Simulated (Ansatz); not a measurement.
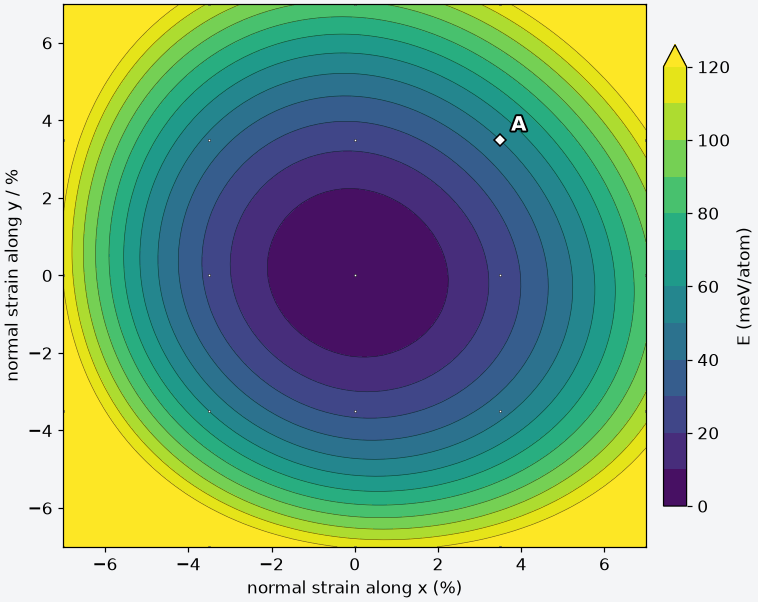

C (R-3m, No. 166; 10 atoms in the cell). The energy is mapped over two homogeneous strains (x along [1 0 0], y along [1 2 0], z along [0 0 1] of the conventional cell). The first coordinate is: normal strain along x; the second: normal strain along y. Nothing is relaxed (fractional coordinates fixed). The grid has 5 × 5 points. All energies are given in meV/atom relative to the lowest grid point. These are results of Ansatz 0.2.0, DFT PBE, scalar-relativistic, plane waves, PAW, not measurements. Settings: cutoff 520 eV, k-mesh 12×12×12, gaussian smearing 0.05 eV, no spin polarisation.

In the figure: filled contours, dots at the grid points, one colour for all values above the top of the scale, the point A. Between grid points the surface is interpolated.

> Which way does the force act at A, and how strong is it?

A, at normal strain along x = 3.5 %, normal strain along y = 3.5 %, is not a stationary point. The computed force is 14 meV/atom for each 1 % towards smaller values of normal strain along x and 14 meV/atom for each 1 % towards smaller values of normal strain along y.

PAW datasets: the set soft_1.
